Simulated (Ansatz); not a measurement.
# Geometry relaxation of AlCu$_{5}$ (part 2 of 2)

The same run, continued: AlCu$_{5}$ (Pmmm, 6 atoms in the cell); DFT PBE, scalar-relativistic, plane waves, PAW, no spin polarisation (Ansatz 0.2.0); cutoff 420 eV, 14×12×6 k-mesh, Gaussian smearing of 0.1 eV. The structure was made by a generator, so it may or may not be a known phase.

Geometry of the input (Å; fractional positions):
```
2.6903  0.0000  0.0000
0.0000  3.4577  0.0000
0.0000  0.0000  7.9704
Al 0.5000  0.5000  0.0000
Cu 0.0000  0.0000  0.8278
Cu 0.0000  0.0000  0.1722
Cu 0.5000  0.5000  0.3377
Cu 0.0000  0.0000  0.5000
Cu 0.5000  0.5000  0.6623
```

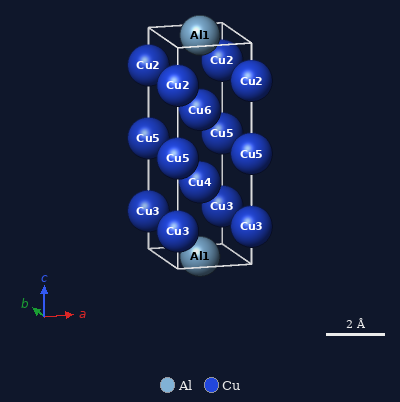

**Figure 1.** The geometry at step 3 of the log (spheres-only view of the cell of the calculation, seen slightly off an axis; atoms are numbered from 1 in the order of the input).

## The program's output, continued
```
SCF iter   1: F=—  HF=-33663.914105 eV  |F-HF|=—  |Δ(HF+E_count)|=         —  Δρ=3.67e-3  dr2=8.62e-3  ethr=9.08e-6  ⟨swp⟩=1.9  Hψ=53779  notcnv=0
preconditioner: auto → Kerker (q_TF=auto, 2.859 Å⁻¹)  [metal: Δε(μ)=0.001 eV  Ē_g=9.105 eV  σ=0.100 eV  W_gap=0.00  n_scr=22 (ndim 8)  ℏωp=32.9 eV  f_vac=0.001  D(μ)=1.86/eV (n_scr^D=10)]
SCF iter   2: F=—  HF=-33663.912838 eV  |F-HF|=—  |Δ(HF+E_count)|=   1.27e-3  Δρ=9.97e-4  dr2=1.57e-3  ethr=8.80e-6  ⟨swp⟩=2.5  Hψ=18688  notcnv=0
SCF iter   3: F=—  HF=-33663.912541 eV  |F-HF|=—  |Δ(HF+E_count)|=   2.97e-4  Δρ=6.79e-4  dr2=8.12e-4  ethr=1.60e-6  ⟨swp⟩=1.2  Hψ=14380  notcnv=0
SCF iter   4: F=—  HF=-33663.912441 eV  |F-HF|=—  |Δ(HF+E_count)|=   9.99e-5  Δρ=1.92e-4  dr2=1.43e-4  ethr=8.29e-7  ⟨swp⟩=1.1  Hψ=13236  notcnv=0
SCF iter   5: F=—  HF=-33663.912371 eV  |F-HF|=—  |Δ(HF+E_count)|=   7.05e-5  Δρ=6.14e-5  dr2=1.03e-5  ethr=1.46e-7  ⟨swp⟩=1.1  Hψ=13268  notcnv=0
SCF iter   6: F=—  HF=-33663.912372 eV  |F-HF|=—  |Δ(HF+E_count)|=   1.05e-6  Δρ=7.60e-5  dr2=2.81e-6  ethr=1.05e-8  ⟨swp⟩=2.0  Hψ=18994  notcnv=0
SCF iter   7: F=-33663.912371 eV  HF=-33663.912371 eV  |F-HF|=3.49e-7  |Δ(HF+E_count)|=   6.59e-7  Δρ=1.87e-5  dr2=3.52e-7  ethr=6.12e-10  ⟨swp⟩=3.3  Hψ=55351  notcnv=0
SCF 6 converged in 7 iterations: F = -33663.912371 eV  dr2 = 3.52e-7
relax step   6: F+E_penalty+E_count = -33663.91237089 eV  Δ(F+E_penalty+E_count) = -4.851e-4 eV  max|allowed force component| = 1.295e-2 eV/Å  Δτ_max = 0.0067 Å  P = +0.666 GPa  Ω = 74.021 Å³  energy of the carried Pulay correction = +7.693e-5 eV  (7 SCF iters, dr2 threshold 6.00e-7 eV, accepted)
Crystal: 6 atoms, lattice volume = 74.390 Å³
iter 1 solved again at ethr=3.03e-6 eV; its pass at ethr=3.10e-3 eV (dr2=2.97e-3 eV) is discarded
SCF iter   1: F=—  HF=-33663.913625 eV  |F-HF|=—  |Δ(HF+E_count)|=         —  Δρ=2.08e-3  dr2=2.86e-3  ethr=3.03e-6  ⟨swp⟩=2.0  Hψ=52955  notcnv=0
preconditioner: auto → Kerker (q_TF=auto, 2.857 Å⁻¹)  [metal: Δε(μ)=0.009 eV  Ē_g=9.107 eV  σ=0.100 eV  W_gap=0.05  n_scr=22 (ndim 8)  ℏωp=32.8 eV  f_vac=0.001  D(μ)=1.83/eV (n_scr^D=10)]
SCF iter   2: F=—  HF=-33663.913224 eV  |F-HF|=—  |Δ(HF+E_count)|=   4.02e-4  Δρ=5.04e-4  dr2=4.79e-4  ethr=2.92e-6  ⟨swp⟩=2.6  Hψ=19023  notcnv=0
SCF iter   3: F=—  HF=-33663.913078 eV  |F-HF|=—  |Δ(HF+E_count)|=   1.46e-4  Δρ=3.63e-4  dr2=2.51e-4  ethr=4.89e-7  ⟨swp⟩=1.1  Hψ=13584  notcnv=0
SCF iter   4: F=—  HF=-33663.913049 eV  |F-HF|=—  |Δ(HF+E_count)|=   2.90e-5  Δρ=1.08e-4  dr2=4.08e-5  ethr=2.56e-7  ⟨swp⟩=1.1  Hψ=13260  notcnv=0
SCF iter   5: F=—  HF=-33663.913045 eV  |F-HF|=—  |Δ(HF+E_count)|=   3.77e-6  Δρ=2.69e-5  dr2=2.95e-6  ethr=4.17e-8  ⟨swp⟩=1.1  Hψ=13256  notcnv=0
SCF iter   6: F=-33663.913045 eV  HF=-33663.913045 eV  |F-HF|=7.09e-7  |Δ(HF+E_count)|=   1.37e-7  Δρ=2.94e-5  dr2=4.77e-7  ethr=6.12e-10  ⟨swp⟩=5.7  Hψ=52651  notcnv=0
SCF 7 converged in 6 iterations: F = -33663.913045 eV  dr2 = 4.77e-7
relax step   7: F+E_penalty+E_count = -33663.91304475 eV  Δ(F+E_penalty+E_count) = -6.739e-4 eV  max|allowed force component| = 1.345e-3 eV/Å  Δτ_max = 0.0021 Å  P = -0.000 GPa  Ω = 74.390 Å³  energy of the carried Pulay correction = -1.577e-4 eV  (6 SCF iters, dr2 threshold 6.00e-7 eV, accepted)
Initial wavefunctions: pseudopotential atomic-orbital guess (no wavefunctions were taken with the density)
iter 1 solved again at ethr=4.55e-8 eV; its pass at ethr=3.10e-3 eV (dr2=4.46e-5 eV) is discarded
SCF iter   1: F=—  HF=-33663.912591 eV  |F-HF|=—  |Δ(HF+E_count)|=         —  Δρ=5.88e-4  dr2=6.14e-6  ethr=4.55e-8  ⟨swp⟩=3.0  Hψ=78058  notcnv=0
preconditioner: auto → Kerker (q_TF=auto, 2.857 Å⁻¹)  [metal: Δε(μ)=0.002 eV  Ē_g=9.093 eV  σ=0.100 eV  W_gap=0.01  n_scr=22 (ndim 8)  ℏωp=32.8 eV  f_vac=0.001  D(μ)=1.85/eV (n_scr^D=10)]
SCF iter   2: F=—  HF=-33663.913046 eV  |F-HF|=—  |Δ(HF+E_count)|=   4.55e-4  Δρ=3.00e-4  dr2=1.66e-6  ethr=6.26e-9  ⟨swp⟩=1.9  Hψ=13918  notcnv=0
SCF iter   3: F=—  HF=-33663.913214 eV  |F-HF|=—  |Δ(HF+E_count)|=   1.67e-4  Δρ=3.28e-5  dr2=2.61e-7  ethr=1.70e-9  ⟨swp⟩=2.4  Hψ=18212  notcnv=0
SCF iter   4: F=—  HF=-33663.913214 eV  |F-HF|=—  |Δ(HF+E_count)|=   9.10e-7  Δρ=2.36e-6  dr2=8.52e-9  ethr=2.67e-10  ⟨swp⟩=2.0  Hψ=20818  notcnv=0
SCF iter   5: F=—  HF=-33663.913214 eV  |F-HF|=—  |Δ(HF+E_count)|=   3.20e-9  Δρ=9.11e-7  dr2=1.95e-9  ethr=8.70e-12  ⟨swp⟩=2.0  Hψ=18392  notcnv=0
SCF iter   6: F=—  HF=-33663.913214 eV  |F-HF|=—  |Δ(HF+E_count)|=  1.46e-11  Δρ=6.04e-7  dr2=4.86e-10  ethr=1.99e-12  ⟨swp⟩=2.0  Hψ=18214  notcnv=0
SCF iter   7: F=—  HF=-33663.913214 eV  |F-HF|=—  |Δ(HF+E_count)|=    0.00e0  Δρ=5.01e-7  dr2=1.40e-10  ethr=1.00e-12  ⟨swp⟩=2.0  Hψ=17503  notcnv=0
SCF iter   8: F=—  HF=-33663.913214 eV  |F-HF|=—  |Δ(HF+E_count)|=  1.46e-11  Δρ=1.48e-7  dr2=6.41e-11  ethr=1.00e-12  ⟨swp⟩=4.1  Hψ=44441  notcnv=0
SCF iter   9: F=-33663.913214 eV  HF=-33663.913214 eV  |F-HF|=1.46e-11  |Δ(HF+E_count)|=  7.28e-12  Δρ=5.21e-8  dr2=5.72e-12  ethr=1.00e-12  ⟨swp⟩=3.0  Hψ=33380  notcnv=0
SCF 8 converged in 9 iterations: F = -33663.913214 eV  dr2 = 5.72e-12
relax step   8: F+E_penalty+E_count = -33663.91321445 eV  Δ(F+E_penalty+E_count) = -1.697e-4 eV  max|allowed force component| = 1.192e-3 eV/Å  Δτ_max = 0.0000 Å  P = +0.003 GPa  Ω = 74.390 Å³  stress off target by 2.49e-2 GPa  SCF on the basis re-selected at this cell (its energy is not comparable with the rows above)  (9 SCF iters)
basis re-selected at this cell: Δ(F+E_penalty+E_count) = -1.697e-4 eV, ΔP = +0.004 GPa vs the last step (what re-selecting the basis moved, of the pressure what is left beyond the Pulay correction that the steps carried, after the strain that the cell walked since its last selection, with what the two solves' SCF thresholds leave and, on support functions, any second-order correction that the steps lacked; it is no measure of the basis error at this ecutwfc). This SCF's stress stands 2.49e-2 GPa from its target on what of the cell is left free (relax.cell.stress_tol is 5.00e-2 GPa) and its largest allowed force component is 1.19e-3 eV/Å (relax.f_tol is 1.00e-2 eV/Å): within both
SCF converged after 9 iterations
Free energy (F): -33663.913214 eV
Harris-Foulkes:  -33663.913214 eV  (|F-HF|=1.46e-11)
Internal energy: -33663.903945 eV  (E = F + TS)
E sigma→0 (E₀):  -33663.908580 eV
Entropy (-TS):   -0.009270 eV (-1.545 meV/atom)
Fermi energy:    15.188348 eV
--- Per-component energies (eV) ---
  E_band       = -1934.757173
  E_kinetic    = 1522.965550
  E_local      = -24063.907517  (includes V_loc(G=0)·N_el)
  E_nonlocal   = 1956.803018
  E_hartree    = 10758.576765
  E_xc         = -488.252320
  E_vxc        = -607.788860  (∫ρ·V_xc dr)
  E_paw        = -8780.139310  (= ΣΔE_a)
  E_vpaw       = -2259.984126  (= ΣTr[D̂ρ^β])
  E_aug_tail   = 0.001356  (compensation charges beyond the density's cutoff)
  E_ewald      = -14569.951487
  E_smearing   = -0.009270  (= −TS)
  E_closure    = -0.000000  (closes the sum)
  Σ components = -33663.913214   (vs F -33663.913214, Δ=0.00e0)
--- Forces (eV/Å), atoms counted from 1 ---
  atom   1  Al     0.00000000     0.00000000     0.00000000
  atom   2  Cu    -0.00000000    -0.00000000    -0.00042924
  atom   3  Cu     0.00000000     0.00000000     0.00042924
  atom   4  Cu     0.00000000     0.00000000     0.00119166
  atom   5  Cu    -0.00000000     0.00000000     0.00000000
  atom   6  Cu    -0.00000000    -0.00000000    -0.00119166
  max |Σ_I F_I| component: 3.16e-30 eV/Å
--- Stress (GPa, compression-positive) ---
       -0.002286       0.000000      -0.000000
        0.000000       0.024946      -0.000000
       -0.000000      -0.000000      -0.012916
  P = ⅓ Tr σ = 0.0032 GPa (0.032 kbar)
--- Band table (eV; the first three rows and the last of 224) ---
  k-point 0: bands = ["-97.9067", "-97.9055", "-97.4265", "-97.4240", "-97.2973", "-55.3042", "-55.3028", "-55.2570", "-55.2480", "-55.2467", "-55.2405", "-54.8500", "-54.8243", "-54.7916", "-54.7800", "-54.7554", "-54.7513", "-54.6712", "-54.6681", "-54.6383", "4.8854", "7.6684", "7.7784", "10.4522", "10.8390", "10.8738", "10.9837", "11.2895", "11.3312", "11.5768", "11.7487", "11.8930", "12.0132", "12.0656", "12.1671", "12.1882", "12.2249", "12.4380", "12.4817", "12.6110", "12.6975", "12.7947", "13.0489", "13.1040", "13.1072", "13.1159", "13.2733", "13.5654", "15.9051", "16.7376", "17.1022", "19.4726", "19.7089", "20.1288", "23.0770", "23.2707", "25.0395", "26.4318", "26.5853"]
  k-point 1: bands = ["-97.9067", "-97.9055", "-97.4265", "-97.4240", "-97.2973", "-55.3042", "-55.3028", "-55.2571", "-55.2480", "-55.2467", "-55.2404", "-54.8500", "-54.8244", "-54.7916", "-54.7800", "-54.7554", "-54.7513", "-54.6712", "-54.6681", "-54.6383", "4.9286", "7.0733", "8.4710", "10.4794", "10.7899", "10.8603", "10.9415", "11.2735", "11.3074", "11.5809", "11.7346", "11.9640", "12.0188", "12.0656", "12.1579", "12.1901", "12.2169", "12.4418", "12.4531", "12.6168", "12.7099", "12.7945", "13.0111", "13.0235", "13.1131", "13.2170", "13.2648", "13.5661", "15.6432", "16.0579", "18.4117", "18.9392", "19.4721", "20.9916", "22.8393", "23.6559", "25.0947", "25.2599", "26.1195"]
  k-point 2: bands = ["-97.9067", "-97.9055", "-97.4265", "-97.4240", "-97.2973", "-55.3042", "-55.3028", "-55.2574", "-55.2480", "-55.2467", "-55.2402", "-54.8500", "-54.8244", "-54.7916", "-54.7800", "-54.7554", "-54.7513", "-54.6712", "-54.6681", "-54.6383", "5.0313", "6.5958", "9.2341", "10.5319", "10.5521", "10.8539", "10.9121", "11.1996", "11.2454", "11.6052", "11.7221", "12.0326", "12.0629", "12.1130", "12.1372", "12.2004", "12.2023", "12.3966", "12.4481", "12.6283", "12.7358", "12.7940", "12.8457", "12.9912", "13.1073", "13.2469", "13.4378", "13.5673", "14.6857", "16.4453", "18.1237", "19.4710", "20.0317", "22.0963", "22.6311", "23.6105", "24.3376", "24.7920", "25.2243"]
  k-point 223: bands = ["-97.9041", "-97.9029", "-97.4236", "-97.4215", "-97.2950", "-55.3016", "-55.3002", "-55.2840", "-55.2825", "-55.2541", "-55.2369", "-54.8470", "-54.8204", "-54.7955", "-54.7875", "-54.7861", "-54.7778", "-54.6695", "-54.6683", "-54.6680", "9.9268", "10.2206", "10.5137", "10.6388", "10.7387", "10.8644", "11.3238", "11.3675", "11.5338", "11.6823", "11.8012", "11.8821", "11.9124", "11.9357", "12.0735", "12.1139", "12.1573", "12.3237", "12.5859", "12.6799", "12.7603", "13.1772", "13.3553", "13.4010", "13.5354", "14.4860", "14.7240", "14.9260", "15.0090", "15.7455", "16.3371", "18.1846", "18.5920", "19.7688", "19.8646", "20.0714", "20.3214", "20.5444", "21.6955"]
--- Relaxed structure (7 steps of the walk, 7 accepted, 1 SCFs on fresh bases) ---
  F+E_penalty+E_count = -33663.91321445 eV   max|allowed force component| = 1.192e-3 eV/Å   (the final SCF, on the basis selected at the relaxed cell)
  cell:  # Å, volume = 74.3895 Å³
    - [2.6553400769942708, -2.3433377376261647e-33, 4.470427977455102e-18]
    - [-3.0118406378843718e-33, 3.575513020132991, -1.4266533247292716e-33]
    - [1.3244435324650535e-17, -3.28857263387333e-33, 7.83525573540574]
  atoms:
    - { symbol: Al, position: [0.5, 0.5000000000000001, 1.8137186940203156e-20] }
    - { symbol: Cu, position: [-2.9897630316990924e-19, 2.8445305438766532e-34, 0.8295857166057955] }
    - { symbol: Cu, position: [2.9897630316990973e-19, -2.7776260105757983e-34, 0.17041428339420456] }
    - { symbol: Cu, position: [0.5, 0.5000000000000001, 0.33630649680839864] }
    - { symbol: Cu, position: [-3.851859888774472e-34, -2.7468934404010318e-36, 0.49999999999999994] }
    - { symbol: Cu, position: [0.5, 0.5000000000000001, 0.6636935031916013] }
```

## Trajectory as extended XYZ (Å, eV, eV/Å), 8 frames, from step=1 to step=8
```
6
Lattice="2.6903 0.0000 0.0000 0.0000 3.4577 0.0000 0.0000 0.0000 7.9704" Properties=species:S:1:pos:R:3:forces:R:3 step=1 energy=-33663.90445 pressure_GPa=0.43
Al    1.3451    1.7289    0.0000    0.0000   0.0000   0.0000
Cu    0.0000    0.0000    6.5976    0.0000   0.0000   0.0741
Cu    0.0000    0.0000    1.3728    0.0000   0.0000  -0.0741
Cu    1.3451    1.7289    2.6918    0.0000   0.0000  -0.0592
Cu    0.0000    0.0000    3.9852    0.0000   0.0000   0.0000
Cu    1.3451    1.7289    5.2785    0.0000   0.0000   0.0592
6
Lattice="2.6932 0.0000 0.0000 0.0000 3.4669 0.0000 0.0000 0.0000 7.9519" Properties=species:S:1:pos:R:3:forces:R:3 step=2 energy=-33663.90690 pressure_GPa=0.22
Al    1.3466    1.7335    0.0000    0.0000   0.0000   0.0000
Cu    0.0000    0.0000    6.5882    0.0000   0.0000   0.0406
Cu    0.0000    0.0000    1.3637    0.0000   0.0000  -0.0406
Cu    1.3466    1.7335    2.6811    0.0000   0.0000  -0.0344
Cu    0.0000    0.0000    3.9760    0.0000   0.0000   0.0000
Cu    1.3466    1.7335    5.2708    0.0000   0.0000   0.0344
6
Lattice="2.6937 0.0000 0.0000 0.0000 3.4914 0.0000 0.0000 0.0000 7.9053" Properties=species:S:1:pos:R:3:forces:R:3 step=3 energy=-33663.90907 pressure_GPa=0.04
Al    1.3468    1.7457    0.0000    0.0000   0.0000   0.0000
Cu    0.0000    0.0000    6.5587    0.0000   0.0000  -0.0120
Cu    0.0000    0.0000    1.3467    0.0000   0.0000   0.0120
Cu    1.3468    1.7457    2.6579    0.0000   0.0000   0.0071
Cu    0.0000    0.0000    3.9527    0.0000   0.0000   0.0000
Cu    1.3468    1.7457    5.2474    0.0000   0.0000  -0.0071
6
Lattice="2.6899 0.0000 0.0000 0.0000 3.5080 0.0000 0.0000 0.0000 7.8920" Properties=species:S:1:pos:R:3:forces:R:3 step=4 energy=-33663.90969 pressure_GPa=-0.17
Al    1.3449    1.7540    0.0000    0.0000   0.0000   0.0000
Cu    0.0000    0.0000    6.5454    0.0000   0.0000   0.0011
Cu    0.0000    0.0000    1.3465    0.0000   0.0000  -0.0011
Cu    1.3449    1.7540    2.6557    0.0000   0.0000  -0.0090
Cu    0.0000    0.0000    3.9460    0.0000   0.0000   0.0000
Cu    1.3449    1.7540    5.2363    0.0000   0.0000   0.0090
6
Lattice="2.6612 0.0000 0.0000 0.0000 3.5880 0.0000 0.0000 0.0000 7.8158" Properties=species:S:1:pos:R:3:forces:R:3 step=5 energy=-33663.91189 pressure_GPa=-0.41
Al    1.3306    1.7940    0.0000    0.0000   0.0000   0.0000
Cu    0.0000    0.0000    6.4794    0.0000   0.0000   0.0320
Cu    0.0000    0.0000    1.3364    0.0000   0.0000  -0.0320
Cu    1.3306    1.7940    2.6320    0.0000   0.0000  -0.0254
Cu    0.0000    0.0000    3.9079    0.0000   0.0000   0.0000
Cu    1.3306    1.7940    5.1838    0.0000   0.0000   0.0254
6
Lattice="2.6459 0.0000 0.0000 0.0000 3.5765 0.0000 0.0000 0.0000 7.8223" Properties=species:S:1:pos:R:3:forces:R:3 step=6 energy=-33663.91237 pressure_GPa=0.67
Al    1.3229    1.7882    0.0000    0.0000   0.0000   0.0000
Cu    0.0000    0.0000    6.4913    0.0000   0.0000  -0.0115
Cu    0.0000    0.0000    1.3310    0.0000   0.0000   0.0115
Cu    1.3229    1.7882    2.6290    0.0000   0.0000   0.0130
Cu    0.0000    0.0000    3.9111    0.0000   0.0000   0.0000
Cu    1.3229    1.7882    5.1933    0.0000   0.0000  -0.0130
6
Lattice="2.6553 0.0000 0.0000 0.0000 3.5755 0.0000 0.0000 0.0000 7.8353" Properties=species:S:1:pos:R:3:forces:R:3 step=7 energy=-33663.91305 pressure_GPa=-0.00
Al    1.3277    1.7878    0.0000    0.0000   0.0000   0.0000
Cu    0.0000    0.0000    6.5000    0.0000   0.0000  -0.0004
Cu    0.0000    0.0000    1.3352    0.0000   0.0000   0.0004
Cu    1.3277    1.7878    2.6350    0.0000   0.0000   0.0013
Cu    0.0000    0.0000    3.9176    0.0000   0.0000   0.0000
Cu    1.3277    1.7878    5.2002    0.0000   0.0000  -0.0013
6
Lattice="2.6553 0.0000 0.0000 0.0000 3.5755 0.0000 0.0000 0.0000 7.8353" Properties=species:S:1:pos:R:3:forces:R:3 step=8 energy=-33663.91321 pressure_GPa=0.00
Al    1.3277    1.7878    0.0000    0.0000   0.0000   0.0000
Cu    0.0000    0.0000    6.5000    0.0000   0.0000  -0.0004
Cu    0.0000    0.0000    1.3352    0.0000   0.0000   0.0004
Cu    1.3277    1.7878    2.6350    0.0000   0.0000   0.0012
Cu    0.0000    0.0000    3.9176    0.0000   0.0000   0.0000
Cu    1.3277    1.7878    5.2002    0.0000   0.0000  -0.0012
```

## Key numbers

| quantity | value |
| --- | --- |
| outcome | converged |
| space group (tolerance 0.01 Å) | Pmmm (47) |
| electrons treated | 98 |
| free energy | −33663.9132 eV |
| Fermi energy | 15.188 eV |
| gap on the k-point mesh | none (metallic) |
| pressure | 0.00 GPa |
| final volume | 74.39 Å³ |
| largest force (length of the vector) at the end | 0.001 eV/Å |
| final cell | a = 2.655 Å, b = 3.576 Å, c = 7.835 Å, α = 90.00°, β = 90.00°, γ = 90.00° |
| hardware | 1 thread of Intel Xeon @ 2.50GHz (Skylake/Cascade Lake), 189 GiB of memory available, shared host |
| wall time | 13 min |
| peak memory | 0.9 GiB |
